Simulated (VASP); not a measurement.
## Geometry relaxation, with input and output: MgB$_{2}$ (part 2 of 2)

Continued. System: MgB$_{2}$ (P6/mmm, 3 atoms in the cell). Method: Kohn-Sham DFT of a periodic cell, PBE, VASP PAW PBE potentials, recommended, no spin polarisation (VASP 6.6.1); cutoff 600 eV, 15×15×10 k-mesh, methfessel-paxton of 0.1 eV. The structure derives from an entry of the Crystallography Open Database.

Geometry of the input (Å; fractional positions):
```
3.0850  0.0000  0.0000
-1.5425  2.6717  0.0000
0.0000  0.0000  3.5230
Mg 0.0000  0.0000  0.0000
B  0.3333  0.6667  0.5000
B  0.6667  0.3333  0.5000
```

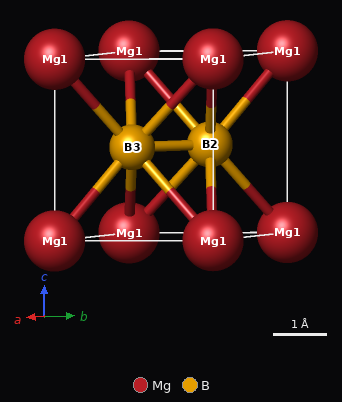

Figure 1. The geometry at step 2 of the log (ball-and-stick view of the cell of the calculation, seen at an oblique angle; atoms are numbered from 1 in the order of the input).

## Parts of OUTCAR, continued
```
  FORCE on cell =-STRESS in cart. coord.  units (eV):
  Direction    XX          YY          ZZ          XY          YZ          ZX
  --------------------------------------------------------------------------------------
  -------------------------------------------------------------------------------------
  Total       -0.4057438     -0.4057438      0.0523174     -0.0000000      0.0000000      0.0000000
  in kB      -22.3876702    -22.3876702      2.8867103     -0.0000000      0.0000000      0.0000000
  external PRESSURE =     -75.4628767 kB  Pullay stress =      61.5000000 kB

 VOLUME and BASIS-vectors are now :
 -----------------------------------------------------------------------------
  energy-cutoff  :      600.00
  volume of cell :       29.04
      direct lattice vectors                 reciprocal lattice vectors
     3.085000000  0.000000000  0.000000000     0.324149109  0.187147575  0.000000000
    -1.542500000  2.671688371  0.000000000     0.000000000  0.374295150  0.000000000
     0.000000000  0.000000000  3.523000000     0.000000000  0.000000000  0.283848992

 POSITION                                       TOTAL-FORCE (eV/Angst)
 -----------------------------------------------------------------------------------
      0.00000      0.00000      0.00000         0.000000      0.000000     -0.000000
     -0.00000      1.78113      1.76150         0.000000      0.000000      0.000000
      1.54250      0.89056      1.76150        -0.000000     -0.000000     -0.000000
 -----------------------------------------------------------------------------------
    total drift:                                0.000000      0.000000     -0.000000

  FREE ENERGIE OF THE ION-ELECTRON SYSTEM (eV)
  ---------------------------------------------------
  free  energy   TOTEN  =       -15.3242770800 eV

  energy  without entropy=      -15.3243633387  energy(sigma->0) =      -15.32430583

  enthalpy is  TOTEN    =       -14.2096793737 eV   P V=        1.1145977063

--------------------------------------- Ionic step        2  -------------------------------------------

 number of electron       8.0000000 magnetization

------------------------ aborting loop because EDIFF is reached ----------------------------------------

  FORCE on cell =-STRESS in cart. coord.  units (eV):
  Direction    XX          YY          ZZ          XY          YZ          ZX
  --------------------------------------------------------------------------------------
  -------------------------------------------------------------------------------------
  Total        2.0062399      2.0062399      1.1863927      0.0000000     -0.0000000     -0.0000000
  in kB      118.3374679    118.3374679     69.9790208      0.0000000     -0.0000000     -0.0000000
  external PRESSURE =      40.7179856 kB  Pullay stress =      61.5000000 kB

 VOLUME and BASIS-vectors are now :
 -----------------------------------------------------------------------------
  energy-cutoff  :      600.00
  volume of cell :       27.16
      direct lattice vectors                 reciprocal lattice vectors
     3.009576572 -0.000000000  0.000000000     0.332272656  0.191837707  0.000000000
    -1.504788286  2.606369766 -0.000000000     0.000000000  0.383675414 -0.000000000
    -0.000000000  0.000000000  3.462818680     0.000000000  0.000000000  0.288782085

 POSITION                                       TOTAL-FORCE (eV/Angst)
 -----------------------------------------------------------------------------------
     -0.00000      0.00000      3.46282        -0.000000     -0.000000     -0.000000
     -0.00000      1.73758      1.73141         0.000000     -0.000000      0.000000
      1.50479      0.86879      1.73141        -0.000000      0.000000     -0.000000
 -----------------------------------------------------------------------------------
    total drift:                                0.000000      0.000000     -0.000000

  FREE ENERGIE OF THE ION-ELECTRON SYSTEM (eV)
  ---------------------------------------------------
  free  energy   TOTEN  =       -15.2753811023 eV

  energy  without entropy=      -15.2753997383  energy(sigma->0) =      -15.27538731

  enthalpy is  TOTEN    =       -14.2327379108 eV   P V=        1.0426431914

--------------------------------------- Ionic step        3  -------------------------------------------

 number of electron       8.0000000 magnetization

------------------------ aborting loop because EDIFF is reached ----------------------------------------

  FORCE on cell =-STRESS in cart. coord.  units (eV):
  Direction    XX          YY          ZZ          XY          YZ          ZX
  --------------------------------------------------------------------------------------
  -------------------------------------------------------------------------------------
  Total        1.1610718      1.1610718      0.7964656     -0.0000000     -0.0000000     -0.0000000
  in kB       66.9648969     66.9648969     45.9362104     -0.0000000     -0.0000000     -0.0000000
  external PRESSURE =      -1.5446652 kB  Pullay stress =      61.5000000 kB

 VOLUME and BASIS-vectors are now :
 -----------------------------------------------------------------------------
  energy-cutoff  :      600.00
  volume of cell :       27.78
      direct lattice vectors                 reciprocal lattice vectors
     3.034761349 -0.000000000  0.000000000     0.329515202  0.190245691  0.000000000
    -1.517380675  2.628180423 -0.000000000     0.000000000  0.380491382 -0.000000000
    -0.000000000  0.000000000  3.482913937     0.000000000  0.000000000  0.287115909

 POSITION                                       TOTAL-FORCE (eV/Angst)
 -----------------------------------------------------------------------------------
     -1.51738      2.62818     -0.00000        -0.000000     -0.000000     -0.000000
     -0.00000      1.75212      1.74146         0.000000     -0.000000      0.000000
      1.51738      0.87606      1.74146        -0.000000      0.000000     -0.000000
 -----------------------------------------------------------------------------------
    total drift:                                0.000000      0.000000     -0.000000

  FREE ENERGIE OF THE ION-ELECTRON SYSTEM (eV)
  ---------------------------------------------------
  free  energy   TOTEN  =       -15.3074388791 eV

  energy  without entropy=      -15.3074965920  energy(sigma->0) =      -15.30745812

  enthalpy is  TOTEN    =       -14.2411202499 eV   P V=        1.0663186292

--------------------------------------- Ionic step        4  -------------------------------------------

 number of electron       8.0000000 magnetization

------------------------ aborting loop because EDIFF is reached ----------------------------------------

  FORCE on cell =-STRESS in cart. coord.  units (eV):
  Direction    XX          YY          ZZ          XY          YZ          ZX
  --------------------------------------------------------------------------------------
  -------------------------------------------------------------------------------------
  Total        1.0771215      1.0771215      1.0283556     -0.0000000     -0.0000000      0.0000000
  in kB       62.2601033     62.2601033     59.4413222     -0.0000000     -0.0000000      0.0000000
  external PRESSURE =      -0.1794904 kB  Pullay stress =      61.5000000 kB

 VOLUME and BASIS-vectors are now :
 -----------------------------------------------------------------------------
  energy-cutoff  :      600.00
  volume of cell :       27.72
      direct lattice vectors                 reciprocal lattice vectors
     3.037966270 -0.000000000 -0.000000000     0.329167578  0.190044990  0.000000000
    -1.518983135  2.630955965 -0.000000000     0.000000000  0.380089980 -0.000000000
    -0.000000000  0.000000000  3.467918862     0.000000000  0.000000000  0.288357381

 POSITION                                       TOTAL-FORCE (eV/Angst)
 -----------------------------------------------------------------------------------
      3.03797     -0.00000      3.46792         0.000000     -0.000000     -0.000000
     -0.00000      1.75397      1.73396         0.000000     -0.000000     -0.000000
      1.51898      0.87699      1.73396        -0.000000      0.000000      0.000000
 -----------------------------------------------------------------------------------
    total drift:                                0.000000      0.000000     -0.000000

  FREE ENERGIE OF THE ION-ELECTRON SYSTEM (eV)
  ---------------------------------------------------
  free  energy   TOTEN  =       -15.3058582900 eV

  energy  without entropy=      -15.3060089839  energy(sigma->0) =      -15.30590852

  enthalpy is  TOTEN    =       -14.2418868064 eV   P V=        1.0639714836

--------------------------------------- Ionic step        5  -------------------------------------------

 number of electron       8.0000000 magnetization

 Free energy of the ion-electron system (eV)
  ---------------------------------------------------
  ext. energy  EPLUGINS =         0.00000000
  ---------------------------------------------------
  free energy    TOTEN  =       -15.30550005 eV

  energy without entropy =      -15.30566457  energy(sigma->0) =      -15.30555489

 E-fermi :   5.5455     XC(G=0): -11.0973     alpha+bet :-14.1821

 val. band max:        5.5352316215   @ k =   0.1333   0.0000   0.3000
 cond. band min:       5.5598358689   @ k =   0.0667   0.0000   0.0000
 fundamental gap:      0.0246042474
 Fermi energy:         5.5455254261

 k-point     1 :       0.0000    0.0000    0.0000
  band No.  band energies     occupation
      1      -7.1076      2.00000
      2       2.5768      2.00000
      3       5.9685     -0.00000
      4       5.9685     -0.00000
      5       7.3940     -0.00000
      6      12.0775      0.00000
      7      12.0775      0.00000
      8      14.1594      0.00000

 k-point     2 :       0.0667    0.0000    0.0000
  band No.  band energies     occupation
      1      -7.0283      2.00000
      2       2.6540      2.00000
      3       5.5598      0.76052
      4       5.7737     -0.00580
      5       7.4607     -0.00000
      6      12.0490      0.00000
      7      12.4344      0.00000
      8      14.3156      0.00000

 k-point     3 :       0.1333    0.0000    0.0000
  band No.  band energies     occupation
      1      -6.7910      2.00000
      2       2.8846      2.00000
      3       4.5297      2.00000
      4       5.3037      2.00331
      5       7.6713      0.00000
      6      11.8430      0.00000
      7      13.3866      0.00000
      8      14.8213      0.00000

 k-point     4 :       0.2000    0.0000    0.0000
  band No.  band energies     occupation
      1      -6.3975      2.00000
      2       3.2042      2.00000
      3       3.2648      2.00000
      4       4.7479      2.00000
      5       8.0188      0.00000
      6      11.4870      0.00000
      7      13.6531      0.00000
      8      14.7299      0.00000

 k-point     5 :       0.2667    0.0000    0.0000
  band No.  band energies     occupation
      1      -5.8509      2.00000
      2       1.7900      2.00000
      3       3.7859      2.00000
      4       4.2290      2.00000
      5       8.4736      0.00000
      6      11.1322      0.00000
      7      12.3144      0.00000
      8      15.1443      0.00000

 [... the levels of 18 k-points are left out ...]

 k-point    24 :       0.4000    0.2000    0.0000
  band No.  band energies     occupation
      1      -2.6263      2.00000
      2      -1.9755      2.00000
      3       1.0544      2.00000
      4       6.3913     -0.00000
      5       8.4129      0.00000
      6      11.4749      0.00000
      7      11.6919      0.00000
      8      14.1320      0.00000

 [... further k-points ...]

------------------------ aborting loop because EDIFF is reached ----------------------------------------

  FORCE on cell =-STRESS in cart. coord.  units (eV):
  Direction    XX          YY          ZZ          XY          YZ          ZX
  --------------------------------------------------------------------------------------
  -------------------------------------------------------------------------------------
  Total        1.0650361      1.0650361      1.0638064      0.0000000     -0.0000000     -0.0000000
  in kB       61.5830934     61.5830934     61.5119888      0.0000000     -0.0000000     -0.0000000
  external PRESSURE =       0.0593919 kB  Pullay stress =      61.5000000 kB

 VOLUME and BASIS-vectors are now :
 -----------------------------------------------------------------------------
  energy-cutoff  :      600.00
  volume of cell :       27.71
      direct lattice vectors                 reciprocal lattice vectors
     3.038472637 -0.000000000 -0.000000000     0.329112722  0.190013319  0.000000000
    -1.519236318  2.631394492 -0.000000000     0.000000000  0.380026637 -0.000000000
    -0.000000000  0.000000000  3.465549690     0.000000000  0.000000000  0.288554512

 POSITION                                       TOTAL-FORCE (eV/Angst)
 -----------------------------------------------------------------------------------
     -1.51924      2.63139     -0.00000         0.000000      0.000000     -0.000000
     -0.00000      1.75426      1.73277        -0.000000      0.000000      0.000000
      1.51924      0.87713      1.73277         0.000000     -0.000000     -0.000000
 -----------------------------------------------------------------------------------
    total drift:                                0.000000      0.000000     -0.000000

  FREE ENERGIE OF THE ION-ELECTRON SYSTEM (eV)
  ---------------------------------------------------
  free  energy   TOTEN  =       -15.3055000492 eV

  energy  without entropy=      -15.3056645656  energy(sigma->0) =      -15.30555489

  enthalpy is  TOTEN    =       -14.2419009654 eV   P V=        1.0635990838

 reached required accuracy - stopping structural energy minimisation
```

## CONTCAR
```
MgB2
   1.00000000000000
     3.0384726366978652   -0.0000000000000000   -0.0000000000000000
    -1.5192363183489326    2.6313944921096275   -0.0000000000000000
    -0.0000000000000000    0.0000000000000000    3.4655496898430322
  Mg              B
     1     2
Direct
     0.0000000000000000    1.0000000000000000    0.0000000000000000
     0.3333333332999970    0.6666666667000030    0.5000000000000000
     0.6666666667000030    0.3333333332999970    0.5000000000000000

  0.00000000E+00  0.00000000E+00  0.00000000E+00
  0.00000000E+00  0.00000000E+00  0.00000000E+00
  0.00000000E+00  0.00000000E+00  0.00000000E+00
```

## Trajectory as extended XYZ (Å, eV, eV/Å), 5 frames, from step=0 to step=4
```
3
Lattice="3.0850 0.0000 0.0000 -1.5425 2.6717 0.0000 0.0000 0.0000 3.5230" Properties=species:S:1:pos:R:3:forces:R:3 step=0 energy=-15.32428
Mg    0.0000    0.0000    0.0000    0.0000   0.0000   0.0000
B     0.0000    1.7811    1.7615    0.0000   0.0000   0.0000
B     1.5425    0.8906    1.7615    0.0000   0.0000   0.0000
3
Lattice="3.0096 -0.0000 0.0000 -1.5048 2.6064 -0.0000 -0.0000 0.0000 3.4628" Properties=species:S:1:pos:R:3:forces:R:3 step=1 energy=-15.27538
Mg    0.0000    0.0000    3.4628    0.0000   0.0000   0.0000
B     0.0000    1.7376    1.7314    0.0000   0.0000   0.0000
B     1.5048    0.8688    1.7314    0.0000   0.0000   0.0000
3
Lattice="3.0348 -0.0000 0.0000 -1.5174 2.6282 -0.0000 -0.0000 0.0000 3.4829" Properties=species:S:1:pos:R:3:forces:R:3 step=2 energy=-15.30744
Mg   -1.5174    2.6282    0.0000    0.0000   0.0000   0.0000
B     0.0000    1.7521    1.7415    0.0000   0.0000   0.0000
B     1.5174    0.8761    1.7415    0.0000   0.0000   0.0000
3
Lattice="3.0380 -0.0000 -0.0000 -1.5190 2.6310 -0.0000 -0.0000 0.0000 3.4679" Properties=species:S:1:pos:R:3:forces:R:3 step=3 energy=-15.30586
Mg    3.0380    0.0000    3.4679    0.0000   0.0000   0.0000
B     0.0000    1.7540    1.7340    0.0000   0.0000   0.0000
B     1.5190    0.8770    1.7340    0.0000   0.0000   0.0000
3
Lattice="3.0385 -0.0000 -0.0000 -1.5192 2.6314 -0.0000 -0.0000 0.0000 3.4655" Properties=species:S:1:pos:R:3:forces:R:3 step=4 energy=-15.30550
Mg   -1.5192    2.6314    0.0000    0.0000   0.0000   0.0000
B     0.0000    1.7543    1.7328    0.0000   0.0000   0.0000
B     1.5192    0.8771    1.7328    0.0000   0.0000   0.0000
```

## Results in brief

| quantity | value |
| --- | --- |
| outcome | converged |
| space group (tolerance 0.01 Å) | P6/mmm (191) |
| electrons treated | 8 |
| free energy | −15.3055 eV |
| gap on the k-point mesh | none (metallic) |
| pressure | 6.16 GPa |
| final volume | 27.71 Å³ |
| largest force (length of the vector) at the end | under 0.001 eV/Å |
| final cell | a = 3.038 Å, b = 3.038 Å, c = 3.466 Å, α = 90.00°, β = 90.00°, γ = 120.00° |
| hardware | 1 thread of Intel Xeon (Granite Rapids), 64 GiB of memory available, shared host |
| wall time | 47 s |
| peak memory | 0.2 GiB |

## Remarks

The cell was relaxed to the target pressure of the input; what is minimised is then the enthalpy E + pV.
